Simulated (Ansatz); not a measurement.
**Geometry relaxation, with input and output: Al16N17 (part 1 of 3)**

System: Al16N17 (defect cell, 33 atoms in the cell).
Method: DFT PBE, scalar-relativistic, plane waves, PAW, spin-polarised (Ansatz 0.2.0).

The structure derives from a Materials Project entry. It belongs to a series of runs on one base structure; here: N interstitial, charge +0, atoms relaxed at the host's cell. Figures and captions count atoms from 1; the log counts them from 0 in places.

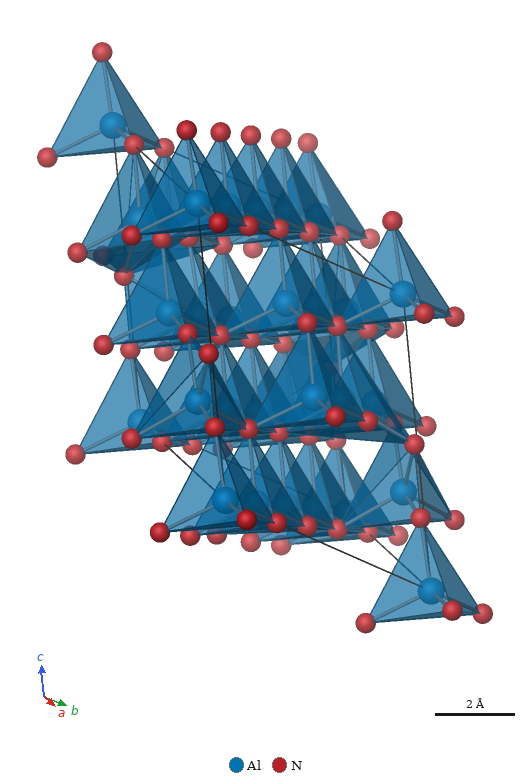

Figure 1. The starting structure (polyhedral view of the cell of the calculation, seen slightly off an axis; polyhedra are completed across the faces of the cell). An atom can appear more than once, as a periodic image.

**Results in brief**

```csv
quantity,value
outcome,converged
electrons treated,133
free energy,−15162.3299 eV
Fermi energy,8.575 eV
gap on the k-point mesh,0.95 eV
net moment of the cell,3.00 μB
integrated absolute moment,3.07 μB
final volume,341.47 Å³
largest force (length of the vector) at the end,0.003 eV/Å
hardware,"4 threads of Intel Xeon @ 2.50GHz (Skylake/Cascade Lake), 32 GiB of memory available, shared host"
wall time,68 s (CPU time 4.1 min)
peak memory,1.1 GiB
```

**The input**
```yaml
crystal:
  lattice:
    - [4.4031742003, -4.4031742003, 4.4031742003]
    - [-4.4031742003, 4.4031742003, 4.4031742003]
    - [-4.4031742003, -4.4031742003, -4.4031742003]
  atoms:
    - { symbol: Al, position: [0.25, 0.75, 0.0] }
    - { symbol: Al, position: [0.5, 0.75, 0.75] }
    - { symbol: Al, position: [0.7386933697, 0.74289644, 0.4949267382], spin: 0.091 }
    - { symbol: Al, position: [0.0, 0.0, 1.0] }
    - { symbol: Al, position: [0.2367722353, 0.0008258202, 0.7421007244], spin: 0.091 }
    - { symbol: Al, position: [0.0167278233, 0.7717543632, 0.2661085649], spin: 0.091 }
    - { symbol: Al, position: [0.75, 0.25, 0.0] }
    - { symbol: Al, position: [0.5, 0.0, 0.5] }
    - { symbol: Al, position: [0.7627888246, -0.0001644791, 0.2712409182], spin: 0.091 }
    - { symbol: Al, position: [0.0077660047, 0.2483281484, 0.7500520229], spin: 0.091 }
    - { symbol: Al, position: [0.5, 0.5, 0.0] }
    - { symbol: Al, position: [0.265077305, 0.2501578081, 0.5056318601], spin: 0.091 }
    - { symbol: Al, position: [0.75, 0.5, 0.75] }
    - { symbol: Al, position: [0.5, 0.25, 0.25] }
    - { symbol: Al, position: [0.0, 0.5, 0.5] }
    - { symbol: Al, position: [0.25, 0.5, 0.25] }
    - { symbol: "N", position: [0.25, 0.0, 0.0] }
    - { symbol: "N", position: [0.5, 0.0, 0.75] }
    - { symbol: "N", position: [0.7461090597, -0.0127498108, 0.4900958964], spin: 0.091 }
    - { symbol: "N", position: [0.0, 0.25, 0.0] }
    - { symbol: "N", position: [0.2536272653, 0.2313718423, 0.7599185139], spin: 0.091 }
    - { symbol: "N", position: [-0.021686895, -0.0103534986, 0.23713987], spin: 0.091 }
    - { symbol: "N", position: [0.75, 0.5, 0.0] }
    - { symbol: "N", position: [0.5, 0.25, 0.5] }
    - { symbol: "N", position: [0.75, 0.25, 0.25] }
    - { symbol: "N", position: [0.0, 0.5, 0.75] }
    - { symbol: "N", position: [0.5, 0.75, 0.0] }
    - { symbol: "N", position: [0.25, 0.5, 0.5] }
    - { symbol: "N", position: [0.75, 0.75, 0.75] }
    - { symbol: "N", position: [0.5, 0.5, 0.25] }
    - { symbol: "N", position: [0.0185509569, 0.7530482369, 0.5009414673], spin: 0.091 }
    - { symbol: "N", position: [0.25, 0.75, 0.25] }
    - { symbol: "N", position: [-0.0076824245, -0.0120230171, 0.4881014698], spin: 0.091 }
  host:
    lattice:
      - [0.0, 2.2015871002, 2.2015871002]
      - [2.2015871002, 0.0, 2.2015871002]
      - [2.2015871002, 2.2015871002, 0.0]
    atoms:
      - { symbol: Al, position: [0.0, 0.0, 0.0] }
      - { symbol: "N", position: [0.75, 0.75, 0.75] }
basis:
  ecutwfc: 420
  xc_grid: 2
kpoints:
  mp_grid: { grid: [2, 2, 2], shift: [0.5, 0.5, 0.5] }
hamiltonian:
  xc: pbe
scf:
  occupations: { method: gaussian, width: 0.01 }
output:
  forces: true
  stress: false
  eigenvalues: true
  populations: true
  charged_corrections:
    defect_position: [0.0, 0.0, 0.5]
    epsilon: [[8.6591, 0.0, 0.0], [0.0, 8.6591, 0.0], [0.0, 0.0, 8.6591]]
  write_density: true
  write_potential: true
  elf: true
  volumetric_format: npy
magnetization:
  spin_polarized: true
relax:
  adjacent_minimum: "off"
  f_tol: 0.025
  max_steps: 45
```

Launched with:
```bash
ansatz run input.yaml --threads 4 --pin off --max-ram 10240MiB --backend cpu --events-out ev --progress --plain --runs-dir out
```

**What the program printed**
```
Engine: ansatz 0.2.0, x86_64-unknown-linux-gnu
Pseudopotentials: kind: paw
Pseudopotential: Al, paw, valence charge 3, recommended cutoff 420 eV (normal), Al.paw.azcp
Pseudopotential: N, paw, valence charge 5, recommended cutoff 420 eV (normal), N.paw.azcp
Functional definition: PBE
  parameter kappa = 0.804
  parameter beta = 0.06672455060314922
  exchange = pbe_x(kappa = kappa, mu = beta*pi^2/3)
  correlation = pbe_c(beta = beta)
Crystal: 33 atoms, lattice volume = 341.474 Å³
Basis set: ecut = 420 eV, 6699 PW (Γ), exchange–correlation on 108×108×108 points (8 copies of the dense FFT grid, shifted against one another)
Bands: 101, of which v1, the nominal top of the filled ones, is band 67 counted from 1 (66 counted from 0)
Symmetry: 1 space group operations
Space group: P1 (ITA 1), of the structure as read, at distance tolerance 7.0e-5 Å
Magnetic group: BNS 1.1 (UNI 1), of the structure as read, at distance tolerance 7.0e-5 Å
k-points: 4 of 8 (time reversal used)
Non-local potential: Al, projectors of the file, l = 0: 2, l = 1: 2, l = 2: 1
Non-local potential: N, projectors of the file, l = 0: 2, l = 1: 2, l = 2: 1
PAW form: soft (Blöchl's): semilocal exchange-correlation on the pseudo side does not see the compensation charge
PAW one-centre angular grid: Al, 110 points (default); XC on 64 Gauss nodes
PAW one-centre angular grid: N, 110 points (default); XC on 64 Gauss nodes
Initial density: superposition of atomic densities (chi_scale 0.1, normalization cell, long waves kept (reshape's long-wave potential 0.12 eV rms))
Starting moments: Σ|m| = 1.001 μB on 11 of 33 sites
Initial wavefunctions: pseudopotential atomic-orbital guess
Functional: x = pbe(κ = 0.804, μ = 0.2195149727645171), c = pbe(β = 0.06672455060314922)
SCF iter   1: F=—  HF=-15180.809619 eV  |F-HF|=—  |Δ(HF+E_count)|=         —  Δρ=7.03e-2 (↑7.03e-2 ↓7.01e-2)  dr2=7.99e1  dr2_m=2.72e-1  M=1.000 μB ∫|m|=1.025 μB  β_m=0.30  ethr=3.10e-3  ⟨swp⟩=6.0  Hψ=3406  notcnv=0  defer=118
preconditioner: auto → Resta (q_TF=auto, 2.332 Å⁻¹)  ε∞=3.7  [insulator: Δε(μ)=0.081 eV  Ē_g=14.079 eV  σ=0.010 eV  W_gap=1.00  n_scr=78 (ndim 8)  ℏωp=23.2 eV  f_vac=0.000  D(μ)=0.00/eV (n_scr^D=0)  ε∞_Penn≈3.7]
spin=Collinear: Resta preconditioning applied to the charge; magnetization (m = ρ↑ − ρ↓) channel mixes plain (no charge-response kernel on spin).
SCF iter   2: F=—  HF=-15162.833463 eV  |F-HF|=—  |Δ(HF+E_count)|=    1.80e1  Δρ=3.38e-2 (↑3.38e-2 ↓3.29e-2)  dr2=1.79e1  dr2_m=1.20e-1  M=1.000 μB ∫|m|=1.023 μB  β_m=0.30  ethr=3.10e-3  ⟨swp⟩=2.9  Hψ=1538  notcnv=0  defer=230
SCF iter   3: F=—  HF=-15158.370428 eV  |F-HF|=—  |Δ(HF+E_count)|=    4.46e0  Δρ=1.82e-2 (↑1.82e-2 ↓1.78e-2)  dr2=2.06e0  dr2_m=1.10e-1  M=1.437 μB ∫|m|=1.440 μB  β_m=0.30  ethr=3.10e-3  ⟨swp⟩=2.4  Hψ=1490  notcnv=0  defer=232
SCF iter   4: F=—  HF=-15158.132193 eV  |F-HF|=—  |Δ(HF+E_count)|=   2.38e-1  Δρ=8.38e-3 (↑8.05e-3 ↓8.38e-3)  dr2=5.47e-1  dr2_m=2.74e-2  M=1.000 μB ∫|m|=1.063 μB  β_m=0.30  ethr=1.55e-3  ⟨swp⟩=2.0  Hψ=628  notcnv=0  defer=232
SCF iter   5: F=—  HF=-15158.107072 eV  |F-HF|=—  |Δ(HF+E_count)|=   2.51e-2  Δρ=4.30e-3 (↑3.58e-3 ↓4.30e-3)  dr2=8.87e-2  dr2_m=2.16e-2  M=1.065 μB ∫|m|=1.142 μB  β_m=0.30  ethr=4.11e-4  ⟨swp⟩=2.0  Hψ=620  notcnv=0  defer=232
SCF iter   6: F=—  HF=-15158.130491 eV  |F-HF|=—  |Δ(HF+E_count)|=   2.34e-2  Δρ=6.89e-3 (↑6.89e-3 ↓6.32e-3)  dr2=8.00e-2  dr2_m=1.03e-1  M=1.713 μB ∫|m|=1.717 μB  β_m=0.30  ethr=6.67e-5  ⟨swp⟩=2.4  Hψ=993  notcnv=0  defer=232
SCF iter   7: F=—  HF=-15158.163639 eV  |F-HF|=—  |Δ(HF+E_count)|=   3.31e-2  Δρ=1.16e-2 (↑1.16e-2 ↓1.09e-2)  dr2=1.96e-1  dr2_m=3.08e-1  M=2.495 μB ∫|m|=2.496 μB  β_m=1.00  ethr=6.01e-5  ⟨swp⟩=2.2  Hψ=754  notcnv=0  defer=228
SCF iter   8: F=—  HF=-15158.430678 eV  |F-HF|=—  |Δ(HF+E_count)|=   2.67e-1  Δρ=1.01e-2 (↑1.01e-2 ↓8.45e-3)  dr2=3.47e-1  dr2_m=1.13e-1  M=3.000 μB ∫|m|=3.007 μB  β_m=0.30  ethr=6.01e-5  ⟨swp⟩=3.0  Hψ=1200  notcnv=0  defer=228
SCF iter   9: F=—  HF=-15158.482357 eV  |F-HF|=—  |Δ(HF+E_count)|=   5.17e-2  Δρ=9.39e-3 (↑9.39e-3 ↓7.59e-3)  dr2=3.34e-1  dr2_m=7.31e-2  M=3.000 μB ∫|m|=3.010 μB  β_m=0.30  ethr=6.01e-5  ⟨swp⟩=2.0  Hψ=970  notcnv=0  defer=228
SCF iter  10: F=—  HF=-15158.522796 eV  |F-HF|=—  |Δ(HF+E_count)|=   4.04e-2  Δρ=9.39e-3 (↑9.39e-3 ↓7.47e-3)  dr2=3.63e-1  dr2_m=5.14e-2  M=3.000 μB ∫|m|=3.012 μB  β_m=0.30  ethr=6.01e-5  ⟨swp⟩=2.0  Hψ=1121  notcnv=0  defer=228
Mixer restart at iter 10: flushing history
spin-set hold released at iteration 10 (site moments contracting): the magnetisation degrees of freedom join the quasi-Newton model from the next iteration; the mixer history was flushed
SCF iter  11: F=—  HF=-15158.475710 eV  |F-HF|=—  |Δ(HF+E_count)|=   4.71e-2  Δρ=6.40e-3 (↑6.40e-3 ↓5.30e-3)  dr2=1.40e-1  dr2_m=2.79e-2  M=3.000 μB ∫|m|=3.015 μB  β_m=0.56  ethr=6.01e-5  ⟨swp⟩=2.6  Hψ=1162  notcnv=0  defer=228
SCF iter  12: F=—  HF=-15158.453844 eV  |F-HF|=—  |Δ(HF+E_count)|=   2.19e-2  Δρ=1.58e-3 (↑1.58e-3 ↓1.46e-3)  dr2=1.75e-2  dr2_m=2.76e-3  M=3.000 μB ∫|m|=3.022 μB  β_m=0.56  ethr=6.01e-5  ⟨swp⟩=2.6  Hψ=1180  notcnv=0  defer=228
SCF iter  13: F=—  HF=-15158.451642 eV  |F-HF|=—  |Δ(HF+E_count)|=   2.20e-3  Δρ=3.98e-4 (↑3.98e-4 ↓3.18e-4)  dr2=5.20e-4  dr2_m=2.41e-4  M=3.000 μB ∫|m|=3.025 μB  β_m=0.71  ethr=1.31e-5  ⟨swp⟩=2.5  Hψ=1336  notcnv=0  defer=230
SCF iter  14: F=—  HF=-15158.451735 eV  |F-HF|=—  |Δ(HF+E_count)|=   9.22e-5  Δρ=1.30e-4 (↑1.20e-4 ↓1.30e-4)  dr2=1.47e-4  dr2_m=1.17e-5  M=3.000 μB ∫|m|=3.026 μB  β_m=0.70  ethr=3.91e-7  ⟨swp⟩=2.6  Hψ=1279  notcnv=0  defer=226
SCF iter  15: F=—  HF=-15158.451730 eV  |F-HF|=—  |Δ(HF+E_count)|=   4.69e-6  Δρ=3.82e-5 (↑3.82e-5 ↓2.53e-5)  dr2=1.05e-5  dr2_m=9.57e-7  M=3.000 μB ∫|m|=3.026 μB  β_m=0.72  ethr=1.17e-8  ⟨swp⟩=20.4  Hψ=7955  notcnv=0
SCF iter  16: F=-15158.451729 eV  HF=-15158.451730 eV  |F-HF|=1.03e-6  |Δ(HF+E_count)|=   5.55e-7  Δρ=1.26e-5 (↑1.13e-5 ↓1.26e-5)  dr2=1.84e-6  dr2_m=6.56e-8  M=3.000 μB ∫|m|=3.026 μB  ethr=7.93e-9  ⟨swp⟩=10.1  Hψ=5312  notcnv=0
SCF 1 converged in 16 iterations: F = -15158.451729 eV  dr2 = 1.84e-6
  greatest PAW one-centre occupation: 0.886 electrons in one spin orbital (limit 2), on the N atom at site 32 (counted from 0), in its partial waves of l = 0
relax step   1: F+E_penalty+E_count = -15158.45172942 eV  Δ(F+E_penalty+E_count) = +0.000e0 eV  max|allowed force component| = 5.874e0 eV/Å  Δτ_max = 0.0000 Å  (16 SCF iters, dr2 threshold 1.56e-5 eV, accepted)
Initial density: handed on by an earlier stage of this run
Starting moments: Σ|m| = 1.001 μB on 11 of 33 sites; this step starts from the density that it was given
Initial wavefunctions: those handed on with the density
iter 1 solved again at ethr=3.19e-4 eV; its pass at ethr=3.10e-3 eV (dr2=4.25e-1 eV) is discarded
SCF iter   1: F=—  HF=-15161.224596 eV  |F-HF|=—  |Δ(HF+E_count)|=         —  Δρ=6.49e-3 (↑6.49e-3 ↓6.30e-3)  dr2=4.28e-1  dr2_m=3.33e-2  M=3.000 μB ∫|m|=3.037 μB  β_m=0.30  ethr=3.19e-4  ⟨swp⟩=1.0  Hψ=2960  notcnv=0  defer=228
preconditioner: auto → Resta (q_TF=auto, 2.332 Å⁻¹)  ε∞=4.2  [insulator: Δε(μ)=0.639 eV  Ē_g=13.030 eV  σ=0.010 eV  W_gap=1.00  n_scr=78 (ndim 8)  ℏωp=23.2 eV  f_vac=0.000  D(μ)=0.00/eV (n_scr^D=0)  ε∞_Penn≈4.2]
spin=Collinear: Resta preconditioning applied to the charge; magnetization (m = ρ↑ − ρ↓) channel mixes plain (no charge-response kernel on spin).
SCF iter   2: F=—  HF=-15161.166339 eV  |F-HF|=—  |Δ(HF+E_count)|=   5.83e-2  Δρ=4.50e-3 (↑4.50e-3 ↓4.19e-3)  dr2=1.76e-1  dr2_m=1.87e-2  M=3.000 μB ∫|m|=3.040 μB  β_m=0.57  ethr=3.19e-4  ⟨swp⟩=2.0  Hψ=607  notcnv=0  defer=228
SCF iter   3: F=—  HF=-15161.136660 eV  |F-HF|=—  |Δ(HF+E_count)|=   2.97e-2  Δρ=1.10e-3 (↑1.10e-3 ↓1.07e-3)  dr2=8.35e-3  dr2_m=1.26e-3  M=3.000 μB ∫|m|=3.045 μB  β_m=0.59  ethr=1.33e-4  ⟨swp⟩=2.2  Hψ=1126  notcnv=0  defer=233
SCF iter   4: F=—  HF=-15161.136656 eV  |F-HF|=—  |Δ(HF+E_count)|=   3.99e-6  Δρ=3.85e-4 (↑2.94e-4 ↓3.85e-4)  dr2=9.20e-4  dr2_m=1.36e-4  M=3.000 μB ∫|m|=3.047 μB  β_m=0.75  ethr=6.28e-6  ⟨swp⟩=2.5  Hψ=1328  notcnv=0  defer=233
SCF iter   5: F=—  HF=-15161.136790 eV  |F-HF|=—  |Δ(HF+E_count)|=   1.34e-4  Δρ=1.68e-4 (↑1.66e-4 ↓1.68e-4)  dr2=4.17e-4  dr2_m=6.14e-6  M=3.000 μB ∫|m|=3.048 μB  β_m=0.62  ethr=6.92e-7  ⟨swp⟩=2.0  Hψ=1064  notcnv=0  defer=233
SCF iter   6: F=-15161.136717 eV  HF=-15161.136714 eV  |F-HF|=2.94e-6  |Δ(HF+E_count)|=   7.59e-5  Δρ=3.75e-5 (↑3.63e-5 ↓3.75e-5)  dr2=8.87e-6  dr2_m=1.34e-6  M=3.000 μB ∫|m|=3.048 μB  ethr=7.52e-8  ⟨swp⟩=18.5  Hψ=7561  notcnv=0
SCF 2 converged in 6 iterations: F = -15161.136717 eV  dr2 = 8.87e-6
  greatest PAW one-centre occupation: 0.873 electrons in one spin orbital (limit 2), on the N atom at site 32 (counted from 0), in its partial waves of l = 0
relax step   2: F+E_penalty+E_count = -15161.13671702 eV  Δ(F+E_penalty+E_count) = -2.685e0 eV  max|allowed force component| = 3.014e0 eV/Å  Δτ_max = 0.1321 Å  (6 SCF iters, dr2 threshold 1.00e-4 eV, accepted)
SCF iter   1: F=—  HF=-15162.542581 eV  |F-HF|=—  |Δ(HF+E_count)|=         —  Δρ=8.29e-3 (↑8.29e-3 ↓7.15e-3)  dr2=8.09e-1  dr2_m=5.16e-2  M=3.000 μB ∫|m|=3.057 μB  β_m=0.30  ethr=3.09e-3  ⟨swp⟩=4.0  Hψ=2061  notcnv=0  defer=180
preconditioner: auto → Resta (q_TF=auto, 2.332 Å⁻¹)  ε∞=4.2  [insulator: Δε(μ)=0.825 eV  Ē_g=13.031 eV  σ=0.010 eV  W_gap=1.00  n_scr=78 (ndim 8)  ℏωp=23.2 eV  f_vac=0.000  D(μ)=0.00/eV (n_scr^D=0)  ε∞_Penn≈4.2]
spin=Collinear: Resta preconditioning applied to the charge; magnetization (m = ρ↑ − ρ↓) channel mixes plain (no charge-response kernel on spin).
SCF iter   2: F=—  HF=-15162.404994 eV  |F-HF|=—  |Δ(HF+E_count)|=   1.38e-1  Δρ=5.72e-3 (↑5.72e-3 ↓4.78e-3)  dr2=3.33e-1  dr2_m=2.88e-2  M=3.000 μB ∫|m|=3.061 μB  β_m=0.57  ethr=6.08e-4  ⟨swp⟩=1.6  Hψ=952  notcnv=0  defer=226
SCF iter   3: F=—  HF=-15162.325589 eV  |F-HF|=—  |Δ(HF+E_count)|=   7.94e-2  Δρ=1.66e-3 (↑1.57e-3 ↓1.66e-3)  dr2=2.72e-2  dr2_m=2.39e-3  M=3.000 μB ∫|m|=3.065 μB  β_m=0.54  ethr=2.51e-4  ⟨swp⟩=2.0  Hψ=1098  notcnv=0  defer=232
SCF iter   4: F=—  HF=-15162.322555 eV  |F-HF|=—  |Δ(HF+E_count)|=   3.03e-3  Δρ=7.21e-4 (↑4.61e-4 ↓7.21e-4)  dr2=2.05e-3  dr2_m=4.87e-4  M=3.000 μB ∫|m|=3.067 μB  β_m=0.67  ethr=2.04e-5  ⟨swp⟩=2.5  Hψ=1289  notcnv=0  defer=232
SCF iter   5: F=—  HF=-15162.322844 eV  |F-HF|=—  |Δ(HF+E_count)|=   2.89e-4  Δρ=2.31e-4 (↑2.31e-4 ↓2.09e-4)  dr2=5.13e-4  dr2_m=3.63e-5  M=3.000 μB ∫|m|=3.068 μB  β_m=0.63  ethr=1.54e-6  ⟨swp⟩=2.0  Hψ=1196  notcnv=0  defer=232
SCF iter   6: F=-15162.322788 eV  HF=-15162.322786 eV  |F-HF|=2.19e-6  |Δ(HF+E_count)|=   5.84e-5  Δρ=4.36e-5 (↑4.14e-5 ↓4.36e-5)  dr2=1.10e-5  dr2_m=2.20e-6  M=3.000 μB ∫|m|=3.068 μB  ethr=7.52e-8  ⟨swp⟩=18.6  Hψ=7399  notcnv=0
SCF 3 converged in 6 iterations: F = -15162.322788 eV  dr2 = 1.10e-5
  greatest PAW one-centre occupation: 0.866 electrons in one spin orbital (limit 2), on the N atom at site 32 (counted from 0), in its partial waves of l = 0
relax step   3: F+E_penalty+E_count = -15162.32278817 eV  Δ(F+E_penalty+E_count) = -1.186e0 eV  max|allowed force component| = 1.544e-1 eV/Å  Δτ_max = 0.1572 Å  (6 SCF iters, dr2 threshold 1.00e-4 eV, accepted)
SCF iter   1: F=—  HF=-15162.329714 eV  |F-HF|=—  |Δ(HF+E_count)|=         —  Δρ=1.40e-3 (↑1.40e-3 ↓1.03e-3)  dr2=1.14e-2  dr2_m=2.63e-3  M=3.000 μB ∫|m|=3.068 μB  β_m=0.30  ethr=1.36e-4  ⟨swp⟩=3.0  Hψ=1611  notcnv=0  defer=232
preconditioner: auto → Resta (q_TF=auto, 2.332 Å⁻¹)  ε∞=4.2  [insulator: Δε(μ)=0.946 eV  Ē_g=13.021 eV  σ=0.010 eV  W_gap=1.00  n_scr=78 (ndim 8)  ℏωp=23.2 eV  f_vac=0.000  D(μ)=0.00/eV (n_scr^D=0)  ε∞_Penn≈4.2]
spin=Collinear: Resta preconditioning applied to the charge; magnetization (m = ρ↑ − ρ↓) channel mixes plain (no charge-response kernel on spin).
SCF iter   2: F=—  HF=-15162.329110 eV  |F-HF|=—  |Δ(HF+E_count)|=   6.03e-4  Δρ=9.87e-4 (↑9.87e-4 ↓7.25e-4)  dr2=4.34e-3  dr2_m=1.50e-3  M=3.000 μB ∫|m|=3.068 μB  β_m=0.56  ethr=8.61e-6  ⟨swp⟩=1.5  Hψ=963  notcnv=0  defer=232
SCF iter   3: F=—  HF=-15162.329594 eV  |F-HF|=—  |Δ(HF+E_count)|=   4.84e-4  Δρ=2.90e-4 (↑2.88e-4 ↓2.90e-4)  dr2=5.40e-4  dr2_m=1.40e-4  M=3.000 μB ∫|m|=3.068 μB  β_m=0.56  ethr=3.27e-6  ⟨swp⟩=2.0  Hψ=1098  notcnv=0  defer=232
SCF iter   4: F=—  HF=-15162.329557 eV  |F-HF|=—  |Δ(HF+E_count)|=   3.62e-5  Δρ=1.26e-4 (↑6.40e-5 ↓1.26e-4)  dr2=3.64e-5  dr2_m=1.77e-5  M=3.000 μB ∫|m|=3.068 μB  β_m=0.74  ethr=4.06e-7  ⟨swp⟩=2.0  Hψ=1120  notcnv=0  defer=232
SCF iter   5: F=—  HF=-15162.329571 eV  |F-HF|=—  |Δ(HF+E_count)|=   1.31e-5  Δρ=2.97e-5 (↑2.84e-5 ↓2.97e-5)  dr2=8.85e-6  dr2_m=5.88e-7  M=3.000 μB ∫|m|=3.068 μB  β_m=0.64  ethr=2.74e-8  ⟨swp⟩=2.0  Hψ=1108  notcnv=0  defer=232
iter 6 did not close the SCF: its close was put off for a magnetic moment that had not settled (scf_convergence_deferred on its scf_iter line)
SCF iter   6: F=-15162.329569 eV  HF=-15162.329569 eV  |F-HF|=8.54e-8  |Δ(HF+E_count)|=   1.51e-6  Δρ=7.46e-6 (↑7.46e-6 ↓6.16e-6)  dr2=1.32e-7  dr2_m=9.03e-8  M=3.000 μB ∫|m|=3.068 μB  β_m=0.82  ethr=1.12e-9  ⟨swp⟩=14.9  Hψ=6323  notcnv=0
SCF iter   7: F=-15162.329569 eV  HF=-15162.329569 eV  |F-HF|=2.28e-8  |Δ(HF+E_count)|=   1.32e-7  Δρ=2.07e-6 (↑1.83e-6 ↓2.07e-6)  dr2=3.86e-8  dr2_m=4.73e-9  M=3.000 μB ∫|m|=3.068 μB  ethr=9.95e-11  ⟨swp⟩=5.0  Hψ=3711  notcnv=0
SCF 4 converged in 7 iterations: F = -15162.329569 eV  dr2 = 3.86e-8
relax step   4: F+E_penalty+E_count = -15162.32956922 eV  Δ(F+E_penalty+E_count) = -6.781e-3 eV  max|allowed force component| = 3.387e-2 eV/Å  Δτ_max = 0.0263 Å  (7 SCF iters, dr2 threshold 1.49e-6 eV, accepted)
```
